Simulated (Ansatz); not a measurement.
## How high a cutoff does the level of V_N in AlN (P6_3mc) need?

Aim: the (+1/0) level of V_N in AlN (P6_3mc) as a function of the plane-wave cutoff, with the cost of each choice. The model is a cell of 128 host atoms with 1 N taken out; the atoms are relaxed once and then held.

Calculated with Ansatz 0.2.0; plane-wave PAW DFT; relaxations with PBEsol, then single points with PBEsol, on supercells at fixed charge in a uniform background.

## 1. The structure

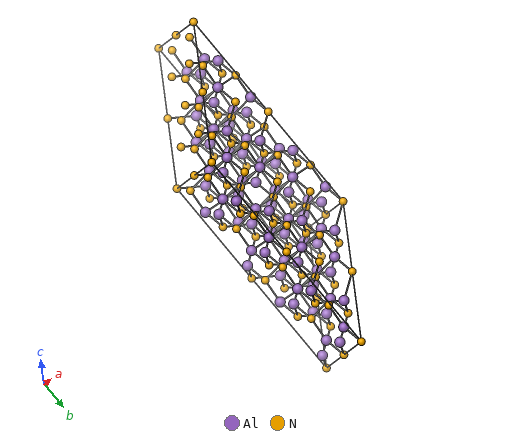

The starting structure, seen slightly off an axis (aluminium purple, nitrogen orange). Bonds to atoms that aren't drawn are left out. Some periodic images of atoms are drawn too.

The cell holds 127 atoms: 64 Al and 63 N. Cell: a = 14.686 Å, b = 14.686 Å, c = 11.753 Å, α = 125.1°, β = 125.1°, γ = 94.5°. It derives from AlN (space group P6_3mc). Nearest the centre at fractional (0.554, 0.637, 0.750): Al102 at 1.89 Å, Al55 at 1.89 Å, Al117 at 1.89 Å, Al51 at 1.90 Å, N112 at 3.07 Å, N124 at 3.07 Å, N109 at 3.07 Å, N32 at 3.07 Å. The cell carries charge +1.

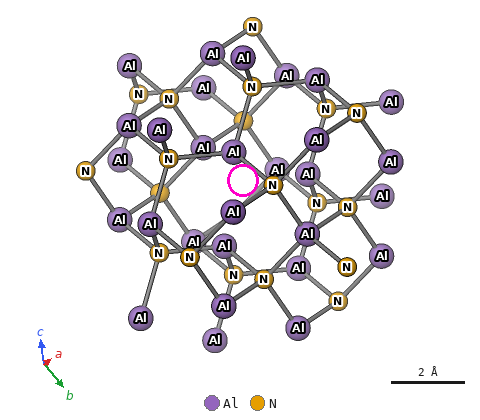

The atoms within 5 Å of the centre. A ring marks the centre wherever it is empty.

Screening for the image-charge correction: ε∞ = (4.50, 4.50, 4.73), ε0 = (8.20, 8.20, 9.74), computed on the host (DFPT, PBEsol).

The cell's shortest repeat is 11.8 Å.

## 2. Relaxing both charge states, PBEsol

The study needs fixed structures, so each charge is relaxed once, at one point at (¼, ¼, ¼), from small random displacements that break the symmetry of the site.

Contents of qp1.relax/input.yaml:

```yaml
crystal:
  lattice:
    - [-4.67041106, 2.69646303, 4.9836768]
    - [4.67041106, -2.69646303, 4.9836768]
    - [1.55680365, 2.69646308, -4.9836768]
  atoms:
    - { symbol: Al, position: [0.416184, 0.08285, 0.0] }
    - { symbol: Al, position: [0.416184, 0.58285, 0.5] }
    - { symbol: Al, position: [0.916184, 0.08285, 0.5] }
    - { symbol: Al, position: [0.916184, 0.58285, 0.0] }
    - { symbol: Al, position: [0.33285, 0.166184, 0.5] }
    - { symbol: Al, position: [0.33285, 0.666184, 0.0] }
    - { symbol: Al, position: [0.83285, 0.166184, 0.0] }
    - { symbol: Al, position: [0.83285, 0.666184, 0.5] }
    - { symbol: "N", position: [0.10715, 0.273816, 0.5] }
    - { symbol: "N", position: [0.10715, 0.773816, 0.0] }
    - { symbol: "N", position: [0.60715, 0.273816, 0.0] }
    - { symbol: "N", position: [0.60715, 0.773816, 0.5] }
    - { symbol: "N", position: [0.023816, 0.35715, 0.0] }
    - { symbol: "N", position: [0.023816, 0.85715, 0.5] }
    - { symbol: "N", position: [0.523816, 0.35715, 0.5] }
    - { symbol: "N", position: [0.523816, 0.85715, 0.0] }
  supercell: [2, 2, 2]
  defects: [{ vacancy: 120 }]
total_charge: 1
basis:
  ecutwfc: 420
  xc_grid: 2
hamiltonian:
  xc: pbesol
  pseudopotentials: { kind: paw, azcp: { folder: soft_1 }, xc_functional: pbe }
kpoints:
  mp_grid: { grid: [1, 1, 1], shift: [0.25, 0.25, 0.25] }
scf:
  occupations: { method: fixed }
  max_iter: 60
output:
  forces: true
  charged_corrections:
    epsilon: [4.5, 4.5, 4.73]
    static_epsilon: [8.2, 8.2, 9.74]
    defect_position: [0.553575, 0.636908, 0.75]
relax:
  f_tol: 0.015
  max_steps: 60
  random_displacement: { amplitude: 0.04, seed: 6368 }
checkpoint:
  write: "../qp1.relax.run"
  compress: false
  write_wavefunctions: true
  write_every: 100000
```

Command:

```bash
> ansatz run input.yaml --threads 32 --pin off --max-ram 84787MiB --backend cuda --events-out ev --progress --plain --runs-dir out --max-vram 78GiB
```

Numbers of over 12 decimals in the logs are rounded to 6 here.

The program printed:

```text
[... repeated set-up lines and file paths are left out, and long positions are rounded to six places ...]
Engine: ansatz 0.2.0, aarch64-unknown-linux-gnu
Pseudopotentials: kind: paw
Pseudopotential: Al, paw, valence charge 3, recommended cutoff 420 eV (normal), soft_1/Al.paw.azcp
Pseudopotential: N, paw, valence charge 5, recommended cutoff 420 eV (normal), soft_1/N.paw.azcp
Functional definition: PBEsol
  exchange = pbesol_x
  correlation = pbesol_c
[...]
Crystal: 127 atoms, lattice volume = 1338.931 Å³
Basis set: ecut = 420 eV, 26161 PW (Γ), exchange–correlation on 200×200×160 points (8 copies of the dense FFT grid, shifted against one another)
Bands: 380, of which v1, the nominal top of the filled ones, is band 253 counted from 1 (252 counted from 0)
Symmetry: 1 space group operations
k-points: 1
Non-local potential: Al, projectors of the file, l = 0: 2, l = 1: 2, l = 2: 1
Non-local potential: N, projectors of the file, l = 0: 2, l = 1: 2, l = 2: 1
PAW form: soft (Blöchl's): semilocal exchange-correlation on the pseudo side does not see the compensation charge
PAW frozen core: Al, regenerated for the run's functional, and the local potential with it (the file was generated under x = pbe(κ = 0.804, μ = 0.219515), c = pbe(β = 0.066725))
PAW frozen core: N, regenerated for the run's functional, and the local potential with it (the file was generated under x = pbe(κ = 0.804, μ = 0.219515), c = pbe(β = 0.066725))
PAW one-centre angular grid: Al, 110 points (default); XC on 64 Gauss nodes
PAW one-centre angular grid: N, 110 points (default); XC on 64 Gauss nodes
Initial density: superposition of atomic densities (chi_scale 0.1, normalization cell, long waves kept (reshape's long-wave potential 0.18 eV rms))
Initial wavefunctions: pseudopotential atomic-orbital guess
[...]
Functional: x = pbesol(κ = 0.804, μ = 0.123457), c = pbesol(β = 0.046)
SCF iter   1: F=—  HF=-57694.542744 eV  |Δ(HF+E_count)|=         —  Δρ=1.32e-1  dr2=2.88e2  Hψ=1186
preconditioner: auto → Resta (q_TF=auto, 2.320 Å⁻¹)  ε∞=3.6  [insulator: Δε(μ)=3.761 eV  Ē_g=14.132 eV  n_scr=288 (ndim 8)  ℏωp=22.8 eV  f_vac=0.000  ε∞_Penn≈3.6]
SCF iter   2: F=—  HF=-57610.312942 eV  |Δ(HF+E_count)|=    8.42e1  Δρ=4.51e-2  dr2=1.51e1  Hψ=730
[...]
SCF iter   9: F=-57605.835198 eV  HF=-57605.835199 eV  |Δ(HF+E_count)|=   2.95e-6  Δρ=9.73e-6  dr2=1.20e-6  Hψ=890
SCF 1 converged in 9 iterations: F = -57605.835198 eV  dr2 = 1.20e-6
[...]
relax step   1: F+E_penalty+E_count = -57605.83519792 eV  Δ(F+E_penalty+E_count) = +0.000e0 eV  max|allowed force component| = 1.533e0 eV/Å  Δτ_max = 0.0000 Å  (9 SCF iters, dr2 threshold 5.63e-6 eV, accepted)
[...]
relax step   2: F+E_penalty+E_count = -57607.32798622 eV  Δ(F+E_penalty+E_count) = -1.493e0 eV  max|allowed force component| = 8.662e-1 eV/Å  Δτ_max = 0.0688 Å  (5 SCF iters, dr2 threshold 1.00e-4 eV, accepted)
[...]
relax step   4: F+E_penalty+E_count = -57607.93932017 eV  Δ(F+E_penalty+E_count) = -1.709e-3 eV  max|allowed force component| = 3.234e-2 eV/Å  Δτ_max = 0.0080 Å  (6 SCF iters, accepted)
[...]
relax step   5: F+E_penalty+E_count = -57607.93940488 eV  Δ(F+E_penalty+E_count) = -8.471e-5 eV  max|allowed force component| = 8.899e-3 eV/Å  Δτ_max = 0.0054 Å  (5 SCF iters, accepted)
[...]
NSCF: frozen V_eff on 1 k-points
[...]
SCF converged after 5 iterations
Free energy (F): -57607.939405 eV
Harris-Foulkes:  -57607.939405 eV  (|F-HF|=1.44e-8)
Internal energy: -57607.939405 eV  (E = F + TS)
E sigma→0 (E₀):  -57607.939405 eV
Fermi energy:    7.273847 eV
--- Per-component energies (eV) ---
  E_band       = 876.253480
  E_kinetic    = 9830.309117
  E_local      = -13474.552859  (includes V_loc(G=0)·N_el)
  E_nonlocal   = 2833.241489
  E_hartree    = 4966.211319
  E_xc         = -6199.360268
  E_vxc        = -6724.106697  (∫ρ·V_xc dr)
  E_paw        = -37018.014930  (= ΣΔE_a)
  E_vpaw       = -1521.116370  (= ΣTr[D̂ρ^β])
  E_aug_tail   = 0.052811  (compensation charges beyond the density's cutoff)
  E_ewald      = -18548.821210
  E_core_change = 2.995125  (= ΣΔE_core)
  E_smearing   = -0.000000  (= −TS)
  E_closure    = 0.000000  (closes the sum)
  E_deformation_potential = 17.062512  (in the stress; not in F)
  Σ components = -57607.939405   (vs F -57607.939405, Δ=0.00e0)
--- Forces (eV/Å), atoms counted from 1 ---
  atom   1  Al     0.00446396    -0.00285027     0.00040514
  atom   2  Al     0.00090073    -0.00334092     0.00172943
  [... 4 atoms left out ...]
  [... 121 more lines of this table ...]
  max |Σ_I F_I| component: 4.90e-5 eV/Å
--- Charged-cell corrections in eV (Makov–Payne, q = +1.000 e, ε = [8.200, 8.200, 9.740]) ---
  F (periodic)     = -57607.939405  (uncorrected; the corrections below are reported, never added to it)
  E_corr1          = +0.216357  (monopole, q²α_M/2ε̄L, of the cell on which ε is isotropic)
  F Makov-Payne    = -57607.723048  (F + E_corr1; no measured alignment; for a localised charge, not one spread in a band: unchecked)
  no potential alignment in this run, which stands beside a crystal: run the host's input off ansatz write-host-input, and read the two finished runs by ansatz place-levels (neither reads a slab, a wire or a sheet, whose cell leaves a vacuum)
--- Band table (eV) ---
  k-point 0: bands = ["-7.9042", "-7.8778", "-7.5410", "-7.5061", "-7.4656", "-7.4275", "-7.1182", "-7.0920", "-6.8948", "-6.8906", [... rest cut ...]
--- Relaxed structure (5 steps of the walk, 5 accepted, 0 SCFs on fresh bases) ---
  F+E_penalty+E_count = -57607.93940488 eV   max|allowed force component| = 8.899e-3 eV/Å
  atoms:
    - { symbol: Al, position: [0.207596, 0.040669, -0.001438] }
    - { symbol: Al, position: [0.207092, 0.289739, 0.247604] }
    [... 4 atoms left out ...]
  [... 121 more lines of this table ...]
```

Wall time 5.2 s (1 × NVIDIA GB200 with 32 threads of Arm Neoverse V2, shared host); peak memory 1.6 GiB; 20 s of CPU time.

Step by step:

```csv
step,energy less that of the first step (eV),largest force component (eV/Å)
1,0.0000,1.5330
2,-1.4928,0.8662
3,-2.1024,0.0583
4,-2.1041,0.0323
5,-2.1042,0.0089
```

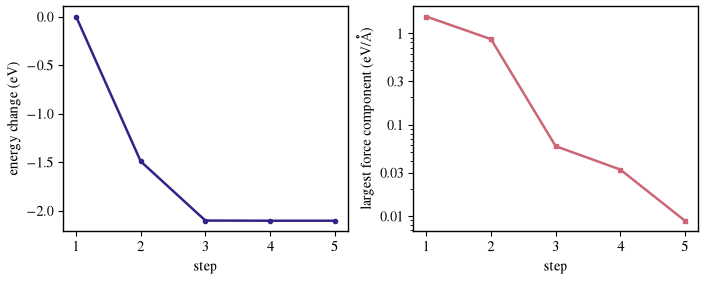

Energy and largest force along the relaxation.

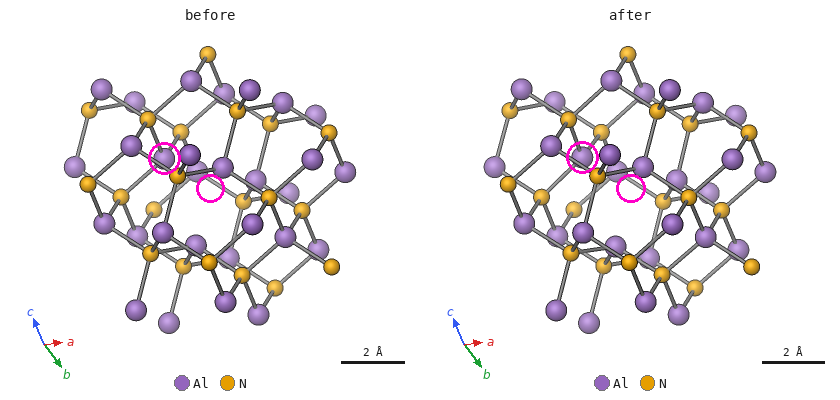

Before and after: the atoms that start within 5 Å of the centre. Al51, which moves most, is ringed if it is among them. A ring with no atom in it marks the empty centre.

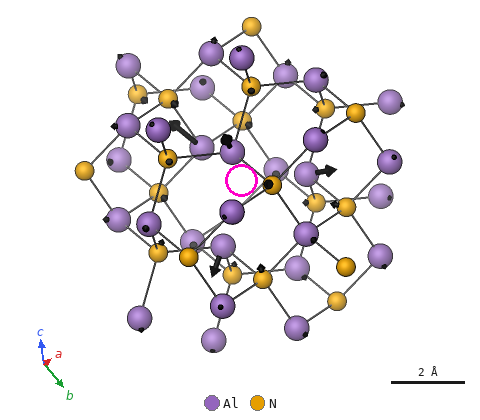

Displacements in the relaxation from the typed sites near the centre, exaggerated, the mean shift taken out; the longest in the cell stands for 0.08 Å. A ring marks the centre wherever it is empty.

The atoms that moved most (Å, from the sites as typed, ahead of the random displacement, the mean shift of all atoms taken out):

```csv
atom,dx,dy,dz,length
Al51,0.001,0.000,-0.085,0.085
Al117,-0.037,0.021,0.005,0.043
Al102,0.036,0.020,0.008,0.042
Al55,0.001,-0.041,0.008,0.042
N126,0.010,-0.006,-0.017,0.020
N94,0.000,0.000,0.017,0.017
N124,0.000,0.011,-0.013,0.017
N112,-0.009,-0.005,-0.013,0.017
```

Neighbours of the ideal centre at the end:

```csv
atom,distance (Å)
Al102,1.929
Al117,1.934
Al55,1.938
Al51,1.987
N112,3.054
N126,3.054
N109,3.057
N94,3.058
N124,3.059
N32,3.063
Al114,3.092
N108,3.098
N106,3.101
N107,3.101
N59,3.107
N90,3.107
```

```csv
charge,moment set (μB),steps,largest displacement (Å),time
0,1,8,0.11,8.9 s
+1,0,5,0.08,5.2 s
```

The relaxation ends 17 meV an atom lower than the displaced start, with a largest force component of 0.0089 eV/Å.

## 3. First setting: 250 eV

Total energies converge slowly with the cutoff, but a level is a difference between cells with the same atoms, so much of the error should cancel. The host is run again at each cutoff.

Contents of qp1.e250/input.yaml:

```yaml
crystal:
  checkpoint: "../qp1.relax.run"
  host: checkpoint
total_charge: 1
basis:
  ecutwfc: 250
  xc_grid: 2
hamiltonian:
  xc: pbesol
  pseudopotentials: { kind: paw, azcp: { folder: soft_1 }, xc_functional: pbe }
kpoints:
  mp_grid: { grid: [1, 1, 1], shift: [0.25, 0.25, 0.25] }
scf:
  occupations: { method: fixed }
  max_iter: 60
output:
  forces: true
  charged_corrections:
    epsilon: [4.5, 4.5, 4.73]
    static_epsilon: [8.2, 8.2, 9.74]
    defect_position: [0.553575, 0.636908, 0.75]
  eigenvalues: true
checkpoint:
  write: "../qp1.e250.run"
  compress: false
  write_wavefunctions: false
  write_every: 100000
```

The program printed:

```text
[...]
Warning: basis.ecutwfc = 250 eV is below the records' recommended 420 eV, and the density's cutoff is lower with it unless basis.ecutrho_ratio is high enough to keep the records' density cutoff: compare with a run at a higher cutoff
crystal.checkpoint: the structure is that of <dir>, a `relax` run, at its step 5: its result, under pbesol at a charge of 1 e; 127 atoms read, 0 with a starting moment; no density is read with it (checkpoint.read); crystal.structure_sha256 for this input is
[...]
device memory: the entry about to start is reckoned to put 4.2 GiB on a device that reports 174.4 GiB free (of which the cap on the GPU budget leaves the run 78.0 GiB)
GPU FFT provider: cuFFT
GPU libraries: cuBLAS 13.8.1, cuFFT 12.4.0, cuSOLVER 12.3.2
GPU matrix products: emulated (plane waves: as basis.precision tells), large ones in fixed point in workspaces of 1.00 GiB
Crystal: 127 atoms, lattice volume = 1338.931 Å³
Basis set: ecut = 250 eV, 11995 PW (Γ), exchange–correlation on 160×160×128 points (8 copies of the dense FFT grid, shifted against one another)
Bands: 380, of which v1, the nominal top of the filled ones, is band 253 counted from 1 (252 counted from 0)
Symmetry: 1 space group operations
[...]
k-points: 1
[...]
GPU buffer pool allocated for 409600 grid points (all kernels)
GPU transforms: local potential and band sums: pruned to the plane-wave sphere, on 75×75×64
[...]
SCF iter   1: F=—  HF=-57629.522009 eV  |Δ(HF+E_count)|=         —  Δρ=1.21e-1  dr2=2.44e2  Hψ=1284
[...]
SCF iter   3: F=—  HF=-57553.480485 eV  |Δ(HF+E_count)|=    4.95e0  Δρ=2.18e-2  dr2=3.81e0  Hψ=338
automatic band count: iteration 3 solves 293 bands in place of 380: the levels show a gap, and the empty bands left out lie too high to hold charge; the band table lists the bands solved (type scf.n_extra_bands for more)
SCF iter   4: F=—  HF=-57552.517508 eV  |Δ(HF+E_count)|=   9.63e-1  Δρ=1.54e-3  dr2=2.39e-2  Hψ=260
[...]
SCF iter  10: F=-57552.535206 eV  HF=-57552.535206 eV  |Δ(HF+E_count)|=   1.58e-8  Δρ=1.12e-6  dr2=1.57e-8  Hψ=1243
SCF 1 converged in 10 iterations: F = -57552.535206 eV  dr2 = 1.57e-8
[...]
SCF converged after 10 iterations
Free energy (F): -57552.535206 eV
[...]
Internal energy: -57552.535206 eV  (E = F + TS)
E sigma→0 (E₀):  -57552.535206 eV
Fermi energy:    7.329102 eV
[...]
--- Forces (eV/Å), atoms counted from 1 ---
  atom   1  Al     0.00639775     0.00092152    -0.00632327
  atom   2  Al     0.01195746     0.00902598    -0.00166539
  [... 4 atoms left out ...]
  [... 121 more lines of this table ...]
  max |Σ_I F_I| component: 8.83e-5 eV/Å
[...]
F Makov-Payne    = n/a  (the rows are of the electrons' constant alone; ansatz place-levels tells what screens the charge)
[...]
--- Band table (eV) ---
[...]
```

It took 1.7 s on 1 × NVIDIA GB200 with 32 threads; peak memory 1.4 GiB.

Both charges and the host at this setting go to place-levels, which corrects for the image charge and aligns the potentials.

Contents of levels.e250.yaml:

```yaml
host:
  run: host.e250.run
states: [q0_M1.e250.run, qp1.e250.run]
geometry_from:
  q0_M1.e250.run: q0_M1.relax.run
  qp1.e250.run: qp1.relax.run
  host.e250.run: host.relax.run
```

Command:

```bash
> ansatz place-levels levels.e250.yaml -- --threads 32 --pin off --max-ram 84787MiB
```

The program printed:

```text
(+1/0) 3.204 eV above the valence edge, 0.766 eV under the conduction edge
  edges by pbesol, gap 3.970 eV; the host is sampled to repeats of 12.45 Å
  the defect's cells are sampled to repeats of 12.45 Å, like sampling
  charge +1: -57552.3903 eV with its correction of +0.145 eV, at epsilon [8.2, 8.2, 9.74], aligned at sites: -0.0715 eV, mean over 48 atomic sites at or beyond 5.88 Å from the defect at [0.5536, 0.6369, 0.7500], with -0.002486 for the charge's moments and [...]
  charge 0: +0.000 eV for its dipole among its images, +0.000 omitted
  of states[1] (qp1.e250.run): how wide its charge is, is not read beside other atoms or cores, and a band state would take no correction. [...]
```

Run time: 0.15 s. Hardware: 32 threads.

At this setting the gap is 3.970 eV and (+1/0) lies 3.204 eV above the valence top.

## 4. The other settings

In the defect's inputs only the studied keys change. The next input; the others follow the same pattern (350 eV, 420 eV, 500 eV, 600 eV and 750 eV):

qp1.e300/input.yaml, as its differences from qp1.e250/input.yaml of step 3:

```diff
@@ -5,3 +5,3 @@
 basis:
-  ecutwfc: 250
+  ecutwfc: 300
   xc_grid: 2
@@ -23,3 +23,3 @@
 checkpoint:
-  write: "../qp1.e250.run"
+  write: "../qp1.e300.run"
   compress: false
```

## 5. Result against cost

Times of the states on 1 × NVIDIA GB200 with 32 threads of Arm Neoverse V2, shared host; the host is run again at each setting:

```csv
plane-wave cutoff,gap (eV),(+1/0) above the valence top (eV),under the conduction bottom (eV),level less that at 750 eV (meV),"time, both charge states","time, host and placing",peak memory of a state (GiB)
250 eV,3.970,3.204,0.766,-57,3.4 s,2.6 s,1.4
300 eV,4.069,3.269,0.800,9,4.2 s,2.5 s,1.4
350 eV,4.094,3.265,0.829,5,3.7 s,2.9 s,1.4
420 eV,4.098,3.260,0.839,0,4.5 s,3 s,1.5
500 eV,4.099,3.260,0.839,0,5.4 s,3.7 s,1.6
600 eV,4.099,3.260,0.839,0,5.2 s,3.2 s,1.6
750 eV,4.099,3.260,0.839,0,6.2 s,28 s,2.1
```

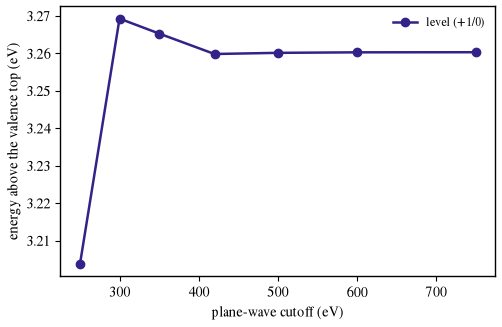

The level against the plane-wave cutoff.

## 6. Summary of results

```json
{
 "(plus 1/0) level, 250 eV": "3.20 eV",
 "(plus 1/0) level, 300 eV": "3.27 eV",
 "(plus 1/0) level, 350 eV": "3.27 eV",
 "(plus 1/0) level, 420 eV": "3.26 eV",
 "(plus 1/0) level, 500 eV": "3.26 eV",
 "(plus 1/0) level, 600 eV": "3.26 eV",
 "(plus 1/0) level, 750 eV": "3.26 eV"
}
```

Over the settings in the table the level spans 0.066 eV; from 350 eV on, both the level and its depth under the conduction bottom lie within 0.02 eV of the reference (750 eV, 3.26 eV). The gap is off most at 250 eV, which moves it by 0.13 eV, and the level's depth under the conduction bottom by 0.07 eV. The largest miss of the level above the valence top is 57 meV, with 250 eV. The total energy of the charged cell falls by 55.6 eV over the same range, so nearly all of the basis error cancels in the level. Cell and atoms were held and forces were not judged; the files' recommended cutoff is 420 eV. Only the charges 0 and +1 were run, each from one start, so (+1/0) need not be a change between stable states. The host ran in cells of different size at different settings, so its times don't compare. What this leaves open: one k-point off the zone centre stands for the whole zone; PBEsol makes the gap too small and tends to spread out bound carriers.

[Logs are printed without paths, hosts, clocks, repeated set-up lines and the standing remarks that a program may print on its own settings, such as how far it seeks lower states.]

[Hosts, paths, dates, database ids (printed as entryN), source tags and the programs' standing remarks are cut or masked in the printed files.]

[Where a table of states has a column of steps, it counts the stored structures, which are thinned; the runs took as many ionic steps or more.]

[For some hosts the program warned that the k-mesh of the response run may be too coarse for force constants and the static dielectric constant; such warnings are not shown here.]
